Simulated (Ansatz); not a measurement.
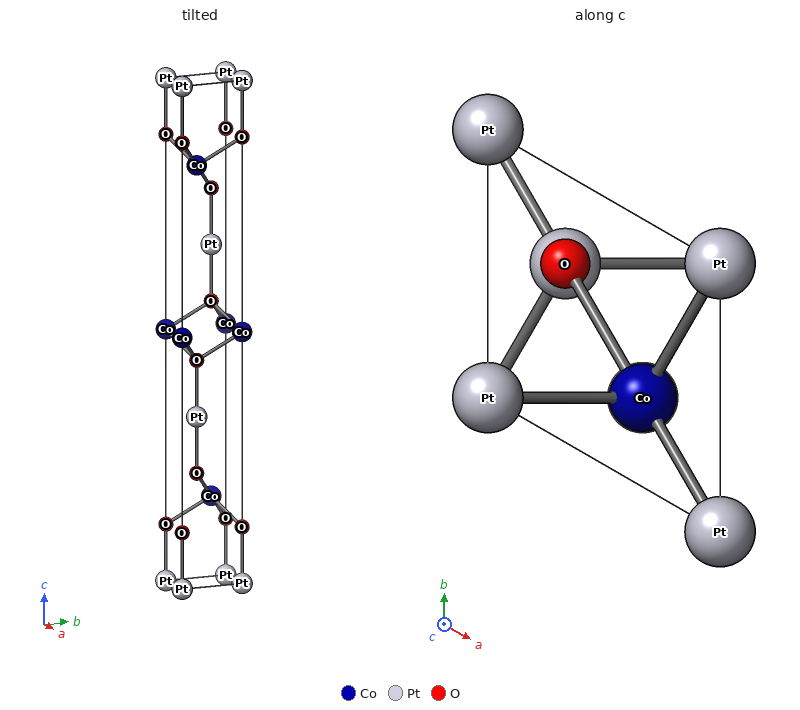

The image is a ball-and-stick drawing of a crystal, viewed slightly off an axis and along the c axis. The wireframe shows the conventional unit cell. Cell: a = 2.82 Å, b = 2.82 Å, c = 17.79 Å, α = 90.00°, β = 90.00°, γ = 120.00°.

It derives from a structure listed in the Materials Project. Earlier steps of the study may have refined or changed the cell and positions. It was run through Ansatz as a DFT input.

Q: Summary of the structure:

A: Formula: CoPtO₂. The lattice is rhombohedral (trigonal R) and the space group R-3m (No. 166). Among the common structure types it is delafossite (3R) type. Content of the cell: 3 Co, 3 Pt, 6 O (Z = 3). Each Co has six O in a distorted octahedral arrangement at about 1.9 Å. The Pt atoms are each bonded to two O in a linear arrangement at about 2.0 Å. About every O there are three Co and one Pt in a distorted tetrahedral arrangement (about 1.9 Å to Co, 2.0 Å to Pt). Not all metal-metal contacts are counted. The bonds build a three-dimensional framework.

Results below were computed with DFT r2SCAN, scalar-relativistic, plane waves, PAW (Ansatz); the settings were a plane-wave cutoff of 500 eV, k-points about 0.14 Å⁻¹ apart, Gaussian smearing of 0.1 eV, no spin polarisation (a spin-restricted run, not always the ground state).

Q: What is the electronic character?

A: A metal: bands cross the Fermi level.

Q: Predict the Bader charges.

A: Co +1.47 e; Pt +0.49 e; O -0.98 e.

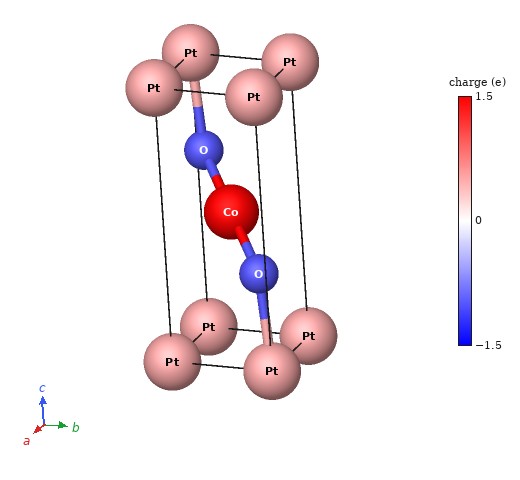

The atoms coloured by those charges. The run's cell of 4 atoms is drawn in a reduced setting, so axes and origin can differ from the first picture.

Q: Does the calculation find this structure at rest?

A: Yes. All forces vanish to within 0.01 eV/Å. The pressure is 0.0 GPa, close to zero.
